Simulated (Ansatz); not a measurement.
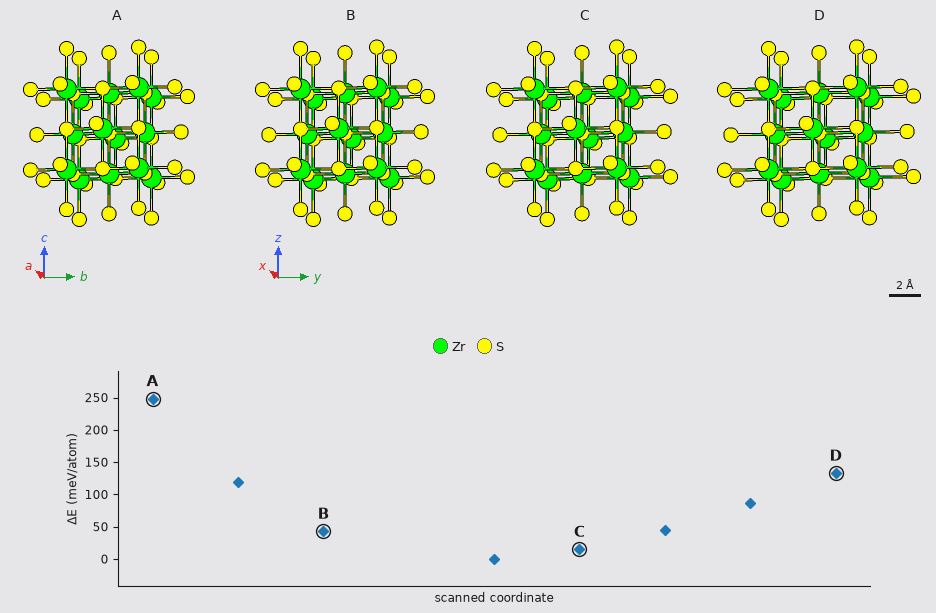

Frames of a one-coordinate scan of a crystal of ZrS (Fm-3m). x, y and z are the Cartesian axes of the input. The picture is a ball-and-stick view of the conventional cell (4 times the calculation's cell), seen along the a axis, with a slight tilt. Lengths and directions refer to the drawn axes.

Computed with DFT r2SCAN, scalar-relativistic, plane waves, PAW (Ansatz 0.2.0). Set-up: plane-wave cutoff 500 eV; k-point mesh 16 × 16 × 16; occupations gaussian; smearing width 0.15 eV; no spin polarisation. Energies (free energies at the smearing named) are counted from the cell as listed in its source, which wasn't relaxed.

### What is being scanned?

The cell is strained along y alone, with the atoms kept at their fractional coordinates. In the frames the strain is −0.10 (A), −0.05 (B), 0.025 (C), 0.10 (D). The lowest computed point lies at the strain 0.00 (0.0 meV/atom). At the ends of the scan the energy is 248.6 meV/atom (−0.10) and 133.1 meV/atom (0.10). The unrelaxed reference is under a pressure of −2.0 GPa, which tilts the curve. The distortion takes the space group from Fm-3m to I4/mmm. At the strain −0.10 the cell of the drawing goes b 5.250 → 4.725 Å.
